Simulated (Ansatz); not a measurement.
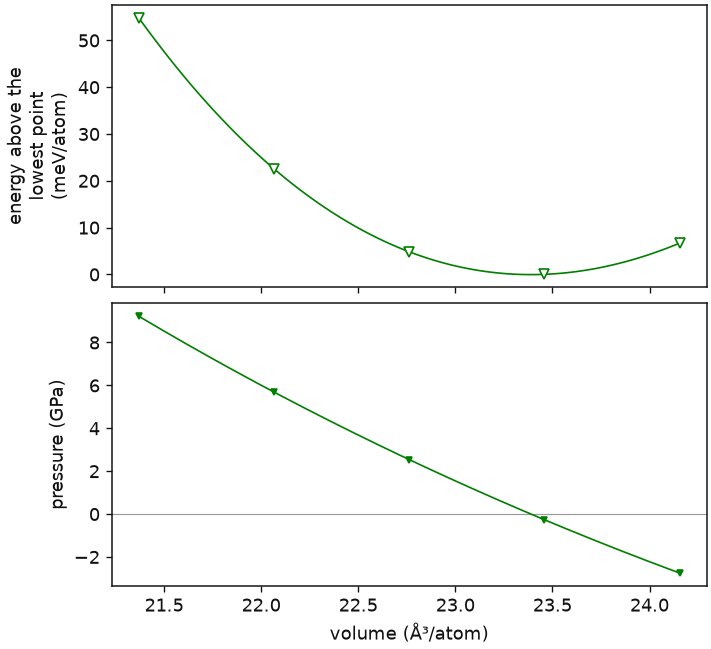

The picture above shows the energy above the lowest point and pressure against volume for Zr, space group Fm-3m (No. 225) (one of a set of cubic test structures, which need not be the stable phase).

Method: equation of state of a cubic crystal from periodic Kohn-Sham density functional theory without spin, third-order Birch-Murnaghan fit to the free energies; pressure corrected for the finite basis (Ansatz 0.2.0 development build). Level: r2SCAN.

structure type fcc; atoms in cell 1; space group number 225; lattice centring face-centred primitive; k mesh 13×13×13; occupation method Fermi–Dirac; occupation width 0.1 eV; wave cutoff 500 eV; datasets soft-1 PAW; density tolerance 1e−07 eV; bands 10; density cutoff ratio 4; search for lower states default.

**How stiff is the solid, and where is its volume at rest?**

A third-order Birch–Murnaghan fit gives V0 = 23.39 Å³/atom, B0 = 89.7 GPa.

**How does the pressure vary with volume?**

It falls from 9.2 GPa at volume 21.37 Å³/atom to −2.8 GPa at 24.16 Å³/atom, and changes sign near 23.39 Å³/atom.

Limits of the calculation: cubic model structure, not the ambient form.
